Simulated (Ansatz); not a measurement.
# Geometry relaxation of HfH₅ (part 1 of 2)

- system: HfH₅ (6 atoms in the cell)
- method: DFT PBE, scalar-relativistic, plane waves, PAW, no spin polarisation (Ansatz 0.2.0)

The structure was made by a generator, so it may or may not be a known phase. Figures and captions count atoms from 1; the log counts them from 0 in places.

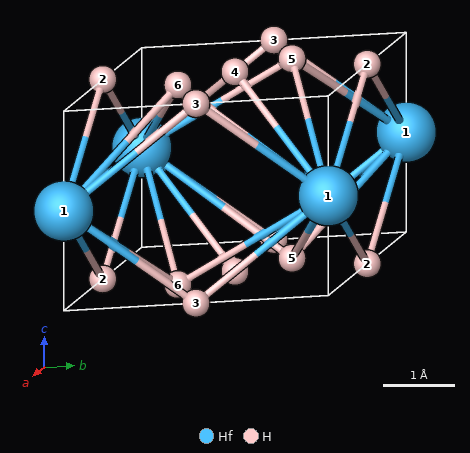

Fig. 1: The structure as given in the input (ball-and-stick view of the cell of the calculation, seen slightly off an axis; atoms are numbered from 1 in the order of the input). An atom can appear more than once, as a periodic image.

## Input file
```yaml
crystal:
  lattice:
    - [3.8738806893, 0.0, 0.0]
    - [-1.9369403447, 3.3548790882, 0.0]
    - [0.0, 0.0, 2.931980779]
  atoms:
    - { symbol: Hf, position: [0.0, 0.0, 0.5] }
    - { symbol: H, position: [0.5, 0.0, 0.0] }
    - { symbol: H, position: [0.0, 0.5, 0.0] }
    - { symbol: H, position: [0.5, 0.5, 0.0] }
    - { symbol: H, position: [0.3333333333, 0.6666666667, 0.0] }
    - { symbol: H, position: [0.6666666667, 0.3333333333, 0.0] }
basis:
  ecutwfc: 420
kpoints:
  mp_grid: { grid: [12, 12, 12] }
hamiltonian:
  xc: pbe
scf:
  occupations: { method: gaussian, width: 0.1 }
output:
  forces: true
  stress: true
  eigenvalues: true
  write_density: true
  write_potential: true
  elf: true
  volumetric_format: npy
relax:
  adjacent_minimum: "off"
  f_tol: 0.01
  max_steps: 80
  cell: { stress_tol: 0.05 }
```

Machine: 1 thread of Intel Xeon @ 2.50GHz (Skylake/Cascade Lake), 189 GiB of memory available, shared host.

Run as:
```bash
ansatz run input.yaml --threads 1 --pin off --max-ram 2560MiB --backend cpu --events-out ev --progress --plain --runs-dir out
```

## Log
```
Engine: ansatz 0.2.0, x86_64-unknown-linux-gnu
Pseudopotentials: kind: paw
Pseudopotential: Hf, paw, valence charge 26, recommended cutoff 420 eV (normal), Hf.paw.azcp
Pseudopotential: H, paw, valence charge 1, recommended cutoff 420 eV (normal), H.paw.azcp
Functional definition: PBE
  parameter kappa = 0.804
  parameter beta = 0.06672455060314922
  exchange = pbe_x(kappa = kappa, mu = beta*pi^2/3)
  correlation = pbe_c(beta = beta)
Crystal: 6 atoms, lattice volume = 38.105 Å³
Basis set: ecut = 420 eV, 741 PW (Γ), exchange–correlation on 54×54×40 points (8 copies of the dense FFT grid, shifted against one another)
Bands: 22, of which v1, the nominal top of the filled ones, is band 16 counted from 1 (15 counted from 0)
Symmetry: 24 space group operations
Space group: P6/mmm (ITA 191), of the structure as read, at distance tolerance 3.4e-5 Å
k-points: 133 of 1728
Non-local potential: Hf, projectors of the file, l = 0: 3, l = 1: 2, l = 2: 2, l = 3: 3
Non-local potential: H, projectors of the file, l = 0: 2, l = 1: 1
PAW form: soft (Blöchl's): semilocal exchange-correlation on the pseudo side does not see the compensation charge
PAW one-centre angular grid: Hf, 590 points (default); XC on 64 Gauss nodes
PAW one-centre angular grid: H, 110 points (default); XC on 64 Gauss nodes
Initial density: superposition of atomic densities (neutral atoms: chi_scale 0, normalization atom), corrected by the library's trained network
Initial wavefunctions: pseudopotential atomic-orbital guess
Functional: x = pbe(κ = 0.804, μ = 0.2195149727645171), c = pbe(β = 0.06672455060314922)
SCF iter   1: F=—  HF=-15796.605237 eV  |F-HF|=—  |Δ(HF+E_count)|=         —  Δρ=1.61e-2  dr2=2.24e-1  ethr=1.77e-3  ⟨swp⟩=4.4  Hψ=11310  notcnv=0
preconditioner: auto → none  [metal: Δε(μ)=0.044 eV  Ē_g=17.921 eV  σ=0.100 eV  W_gap=0.24  n_scr=8 (ndim 8)  ℏωp=32.4 eV  f_vac=0.000  D(μ)=1.50/eV (n_scr^D=8)  sad-step TF]
SCF iter   2: F=—  HF=-15796.579257 eV  |F-HF|=—  |Δ(HF+E_count)|=   2.60e-2  Δρ=1.21e-2  dr2=1.28e-1  ethr=7.21e-4  ⟨swp⟩=1.1  Hψ=3998  notcnv=0
SCF iter   3: F=—  HF=-15796.545689 eV  |F-HF|=—  |Δ(HF+E_count)|=   3.36e-2  Δρ=3.60e-3  dr2=1.10e-2  ethr=4.14e-4  ⟨swp⟩=2.0  Hψ=3638  notcnv=0
SCF iter   4: F=—  HF=-15796.542488 eV  |F-HF|=—  |Δ(HF+E_count)|=   3.20e-3  Δρ=1.40e-3  dr2=3.28e-4  ethr=3.56e-5  ⟨swp⟩=2.2  Hψ=5083  notcnv=0  defer=42
SCF iter   5: F=—  HF=-15796.542319 eV  |F-HF|=—  |Δ(HF+E_count)|=   1.69e-4  Δρ=4.10e-4  dr2=1.97e-5  ethr=1.06e-6  ⟨swp⟩=2.0  Hψ=4783  notcnv=0  defer=46
SCF iter   6: F=—  HF=-15796.542352 eV  |F-HF|=—  |Δ(HF+E_count)|=   3.31e-5  Δρ=4.04e-5  dr2=3.93e-7  ethr=6.36e-8  ⟨swp⟩=2.0  Hψ=4033  notcnv=0  defer=93
SCF iter   7: F=-15796.542352 eV  HF=-15796.542352 eV  |F-HF|=8.62e-9  |Δ(HF+E_count)|=   4.77e-7  Δρ=7.06e-6  dr2=7.07e-9  ethr=3.23e-10  ⟨swp⟩=12.7  Hψ=24692  notcnv=0
SCF 1 converged in 7 iterations: F = -15796.542352 eV  dr2 = 7.07e-9
  greatest PAW one-centre occupation: 0.998 electrons in one spin orbital (limit 2), on the Hf atom at site 0 (counted from 0), in its partial waves of l = 3
relax step   1: F+E_penalty+E_count = -15796.54235174 eV  Δ(F+E_penalty+E_count) = +0.000e0 eV  max|allowed force component| = 1.735e-18 eV/Å  Δτ_max = 0.0000 Å  P = +0.328 GPa  Ω = 38.105 Å³  (7 SCF iters, dr2 threshold 1.00e-7 eV, accepted)
Crystal: 6 atoms, lattice volume = 38.552 Å³
Initial density: handed on by an earlier stage of this run
Initial wavefunctions: those handed on with the density
iter 1 solved again at ethr=1.46e-5 eV; its pass at ethr=3.10e-3 eV (dr2=4.51e-3 eV) is discarded
SCF iter   1: F=—  HF=-15796.541232 eV  |F-HF|=—  |Δ(HF+E_count)|=         —  Δρ=2.56e-3  dr2=4.35e-3  ethr=1.46e-5  ⟨swp⟩=1.6  Hψ=14648  notcnv=0
preconditioner: auto → none  [metal: Δε(μ)=0.037 eV  Ē_g=18.087 eV  σ=0.100 eV  W_gap=0.21  n_scr=8 (ndim 8)  ℏωp=32.2 eV  f_vac=0.000  D(μ)=1.43/eV (n_scr^D=8)]
SCF iter   2: F=—  HF=-15796.539771 eV  |F-HF|=—  |Δ(HF+E_count)|=   1.46e-3  Δρ=6.29e-4  dr2=7.89e-5  ethr=1.40e-5  ⟨swp⟩=2.2  Hψ=4287  notcnv=0
SCF iter   3: F=—  HF=-15796.539747 eV  |F-HF|=—  |Δ(HF+E_count)|=   2.37e-5  Δρ=2.33e-4  dr2=6.77e-6  ethr=2.55e-7  ⟨swp⟩=2.1  Hψ=4313  notcnv=0
SCF iter   4: F=—  HF=-15796.539748 eV  |F-HF|=—  |Δ(HF+E_count)|=   9.69e-7  Δρ=8.10e-5  dr2=1.20e-6  ethr=2.18e-8  ⟨swp⟩=2.0  Hψ=4984  notcnv=0
iter 5 did not close the SCF: its close was put off for the readings that it lacked (scf_convergence_deferred on its scf_iter line)
SCF iter   5: F=-15796.539748 eV  HF=-15796.539748 eV  |F-HF|=1.13e-8  |Δ(HF+E_count)|=   1.58e-7  Δρ=1.53e-5  dr2=3.31e-8  ethr=3.87e-9  ⟨swp⟩=2.0  Hψ=4840  notcnv=0
SCF iter   6: F=-15796.539748 eV  HF=-15796.539748 eV  |F-HF|=4.33e-9  |Δ(HF+E_count)|=   1.52e-8  Δρ=2.51e-6  dr2=8.32e-10  ethr=1.07e-10  ⟨swp⟩=5.9  Hψ=17189  notcnv=0
SCF 2 converged in 6 iterations: F = -15796.539748 eV  dr2 = 8.32e-10
relax step   2: F+E_penalty+E_count = -15796.53974789 eV  Δ(F+E_penalty+E_count) = +2.604e-3 eV  max|allowed force component| = 1.108e-18 eV/Å  Δτ_max = 0.0000 Å  P = -1.000 GPa  Ω = 38.552 Å³  energy of the carried Pulay correction = -8.067e-4 eV  (6 SCF iters, dr2 threshold 6.00e-7 eV, rejected (line search))
Crystal: 6 atoms, lattice volume = 38.176 Å³
iter 1 solved again at ethr=4.43e-6 eV; its pass at ethr=3.10e-3 eV (dr2=1.37e-3 eV) is discarded
SCF iter   1: F=—  HF=-15796.543315 eV  |F-HF|=—  |Δ(HF+E_count)|=         —  Δρ=1.57e-3  dr2=1.54e-3  ethr=4.43e-6  ⟨swp⟩=2.0  Hψ=14609  notcnv=0
preconditioner: auto → none  [metal: Δε(μ)=0.031 eV  Ē_g=18.109 eV  σ=0.100 eV  W_gap=0.17  n_scr=8 (ndim 8)  ℏωp=32.4 eV  f_vac=0.000  D(μ)=1.54/eV (n_scr^D=8)]
SCF iter   2: F=—  HF=-15796.542793 eV  |F-HF|=—  |Δ(HF+E_count)|=   5.22e-4  Δρ=3.97e-4  dr2=3.35e-5  ethr=4.43e-6  ⟨swp⟩=2.4  Hψ=4237  notcnv=0
SCF iter   3: F=—  HF=-15796.542786 eV  |F-HF|=—  |Δ(HF+E_count)|=   7.41e-6  Δρ=1.46e-4  dr2=3.25e-6  ethr=1.08e-7  ⟨swp⟩=2.3  Hψ=4720  notcnv=0
SCF iter   4: F=—  HF=-15796.542784 eV  |F-HF|=—  |Δ(HF+E_count)|=   1.73e-6  Δρ=4.92e-5  dr2=5.02e-7  ethr=1.05e-8  ⟨swp⟩=2.0  Hψ=4984  notcnv=0
SCF iter   5: F=—  HF=-15796.542784 eV  |F-HF|=—  |Δ(HF+E_count)|=   1.67e-7  Δρ=1.01e-5  dr2=1.54e-8  ethr=1.62e-9  ⟨swp⟩=2.0  Hψ=4892  notcnv=0
SCF iter   6: F=—  HF=-15796.542784 eV  |F-HF|=—  |Δ(HF+E_count)|=   2.76e-9  Δρ=1.68e-6  dr2=4.40e-10  ethr=4.95e-11  ⟨swp⟩=2.0  Hψ=4648  notcnv=0
SCF iter   7: F=-15796.542784 eV  HF=-15796.542784 eV  |F-HF|=9.09e-12  |Δ(HF+E_count)|=  7.97e-10  Δρ=2.13e-7  dr2=6.67e-12  ethr=1.00e-12  ⟨swp⟩=6.4  Hψ=14005  notcnv=0
SCF 3 converged in 7 iterations: F = -15796.542784 eV  dr2 = 6.67e-12
relax step   3: F+E_penalty+E_count = -15796.54278362 eV  Δ(F+E_penalty+E_count) = -4.319e-4 eV  max|allowed force component| = 1.590e-18 eV/Å  Δτ_max = 0.0000 Å  P = +0.042 GPa  Ω = 38.176 Å³  energy of the carried Pulay correction = -1.684e-4 eV  (7 SCF iters, accepted)
Crystal: 6 atoms, lattice volume = 38.208 Å³
iter 1 solved again at ethr=2.58e-8 eV; its pass at ethr=3.10e-3 eV (dr2=7.99e-6 eV) is discarded
SCF iter   1: F=—  HF=-15796.542752 eV  |F-HF|=—  |Δ(HF+E_count)|=         —  Δρ=1.32e-4  dr2=8.79e-6  ethr=2.58e-8  ⟨swp⟩=2.0  Hψ=14118  notcnv=0
preconditioner: auto → none  [metal: Δε(μ)=0.020 eV  Ē_g=18.112 eV  σ=0.100 eV  W_gap=0.11  n_scr=8 (ndim 8)  ℏωp=32.4 eV  f_vac=0.000  D(μ)=1.52/eV (n_scr^D=8)]
SCF iter   2: F=—  HF=-15796.542752 eV  |F-HF|=—  |Δ(HF+E_count)|=   3.56e-7  Δρ=4.88e-5  dr2=5.40e-7  ethr=2.58e-8  ⟨swp⟩=1.9  Hψ=3235  notcnv=0
SCF iter   3: F=—  HF=-15796.542752 eV  |F-HF|=—  |Δ(HF+E_count)|=   6.81e-8  Δρ=1.89e-5  dr2=8.06e-8  ethr=1.74e-9  ⟨swp⟩=2.0  Hψ=4156  notcnv=0
iter 4 did not close the SCF: its close was put off for the readings that it lacked (scf_convergence_deferred on its scf_iter line)
SCF iter   4: F=-15796.542752 eV  HF=-15796.542752 eV  |F-HF|=8.82e-9  |Δ(HF+E_count)|=   6.01e-9  Δρ=5.87e-6  dr2=6.26e-9  ethr=2.60e-10  ⟨swp⟩=2.0  Hψ=4975  notcnv=0
iter 5 did not close the SCF: its close was put off for the readings that it lacked (scf_convergence_deferred on its scf_iter line)
SCF iter   5: F=-15796.542752 eV  HF=-15796.542752 eV  |F-HF|=1.58e-10  |Δ(HF+E_count)|=   2.36e-9  Δρ=1.38e-6  dr2=3.08e-10  ethr=2.02e-11  ⟨swp⟩=2.0  Hψ=4834  notcnv=0
SCF iter   6: F=-15796.542752 eV  HF=-15796.542752 eV  |F-HF|=3.82e-11  |Δ(HF+E_count)|=  2.16e-10  Δρ=1.67e-7  dr2=1.14e-11  ethr=1.00e-12  ⟨swp⟩=4.4  Hψ=14718  notcnv=0
SCF 4 converged in 6 iterations: F = -15796.542752 eV  dr2 = 1.14e-11
relax step   4: F+E_penalty+E_count = -15796.54275197 eV  Δ(F+E_penalty+E_count) = +3.165e-5 eV  max|allowed force component| = 2.650e-19 eV/Å  Δτ_max = 0.0000 Å  P = -0.025 GPa  Ω = 38.208 Å³  energy of the carried Pulay correction = -2.076e-4 eV  (6 SCF iters, accepted)
Initial wavefunctions: pseudopotential atomic-orbital guess (no wavefunctions were taken with the density)
iter 1 solved again at ethr=6.19e-9 eV; its pass at ethr=3.10e-3 eV (dr2=1.92e-6 eV) is discarded
SCF iter   1: F=—  HF=-15796.542968 eV  |F-HF|=—  |Δ(HF+E_count)|=         —  Δρ=3.23e-5  dr2=1.93e-8  ethr=6.19e-9  ⟨swp⟩=3.9  Hψ=20414  notcnv=0
preconditioner: auto → none  [metal: Δε(μ)=0.001 eV  Ē_g=18.105 eV  σ=0.100 eV  W_gap=0.01  n_scr=8 (ndim 8)  ℏωp=32.4 eV  f_vac=0.000  D(μ)=1.52/eV (n_scr^D=8)]
SCF iter   2: F=—  HF=-15796.542971 eV  |F-HF|=—  |Δ(HF+E_count)|=   2.85e-6  Δρ=1.63e-5  dr2=4.89e-9  ethr=6.23e-11  ⟨swp⟩=2.1  Hψ=4724  notcnv=0
SCF iter   3: F=—  HF=-15796.542971 eV  |F-HF|=—  |Δ(HF+E_count)|=   3.03e-7  Δρ=2.80e-6  dr2=3.85e-10  ethr=1.58e-11  ⟨swp⟩=2.0  Hψ=4479  notcnv=0
iter 4 did not close the SCF: its close was put off for the readings that it lacked (scf_convergence_deferred on its scf_iter line)
SCF iter   4: F=-15796.542971 eV  HF=-15796.542971 eV  |F-HF|=9.09e-12  |Δ(HF+E_count)|=   7.56e-9  Δρ=1.84e-7  dr2=5.83e-12  ethr=1.24e-12  ⟨swp⟩=2.0  Hψ=5023  notcnv=0
iter 5 did not close the SCF: its close was put off for the readings that it lacked (scf_convergence_deferred on its scf_iter line)
SCF iter   5: F=-15796.542971 eV  HF=-15796.542971 eV  |F-HF|=7.28e-12  |Δ(HF+E_count)|=  1.27e-11  Δρ=2.71e-8  dr2=6.06e-14  ethr=1.00e-12  ⟨swp⟩=1.0  Hψ=2926  notcnv=0
iter 6 did not close the SCF: its close was put off for the readings that it lacked (scf_convergence_deferred on its scf_iter line)
SCF iter   6: F=-15796.542971 eV  HF=-15796.542971 eV  |F-HF|=1.82e-12  |Δ(HF+E_count)|=  7.28e-12  Δρ=9.83e-9  dr2=9.14e-15  ethr=1.00e-12  ⟨swp⟩=1.0  Hψ=2926  notcnv=0
iter 7 did not close the SCF: its close was put off for the readings that it lacked (scf_convergence_deferred on its scf_iter line)
SCF iter   7: F=-15796.542971 eV  HF=-15796.542971 eV  |F-HF|=7.28e-12  |Δ(HF+E_count)|=  3.64e-12  Δρ=2.14e-9  dr2=1.01e-15  ethr=1.00e-12  ⟨swp⟩=1.0  Hψ=2926  notcnv=0
SCF iter   8: F=-15796.542971 eV  HF=-15796.542971 eV  |F-HF|=3.64e-12  |Δ(HF+E_count)|=  5.46e-12  Δρ=8.22e-10  dr2=1.23e-16  ethr=1.00e-12  ⟨swp⟩=2.8  Hψ=9021  notcnv=0
SCF 5 converged in 8 iterations: F = -15796.542971 eV  dr2 = 1.23e-16
relax step   5: F+E_penalty+E_count = -15796.54297143 eV  Δ(F+E_penalty+E_count) = -2.195e-4 eV  max|allowed force component| = 6.746e-19 eV/Å  Δτ_max = 0.0000 Å  P = -0.021 GPa  Ω = 38.208 Å³  stress off target by 2.70e-2 GPa  SCF on the basis re-selected at this cell (its energy is not comparable with the rows above)  (8 SCF iters)
```

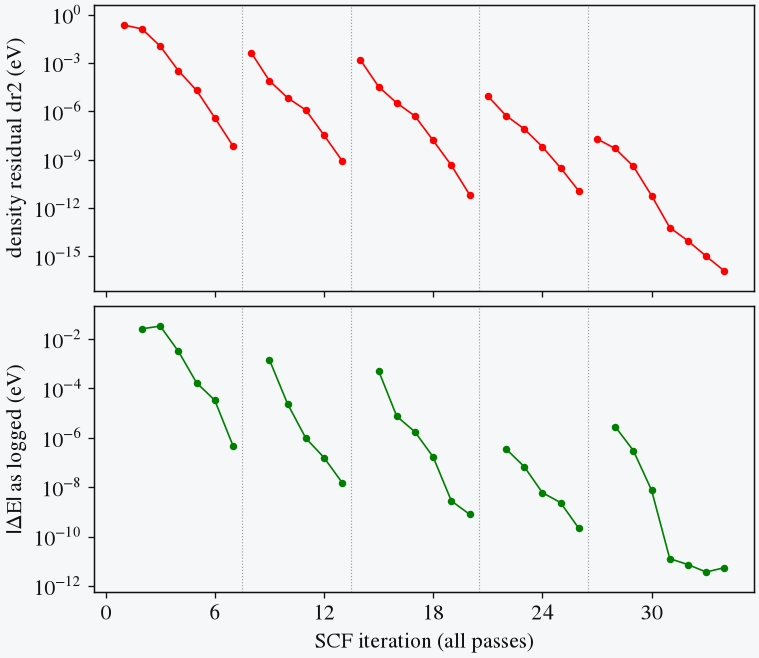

Fig. 2: Convergence of the self-consistent field: density residual dr2 and size of the energy change against the SCF iteration. The dotted lines part the SCF passes of the relaxation: geometry steps, rejected trials and re-solves on a re-selected basis. The 5 passes take 6 to 8 iterations each, 34 in all.
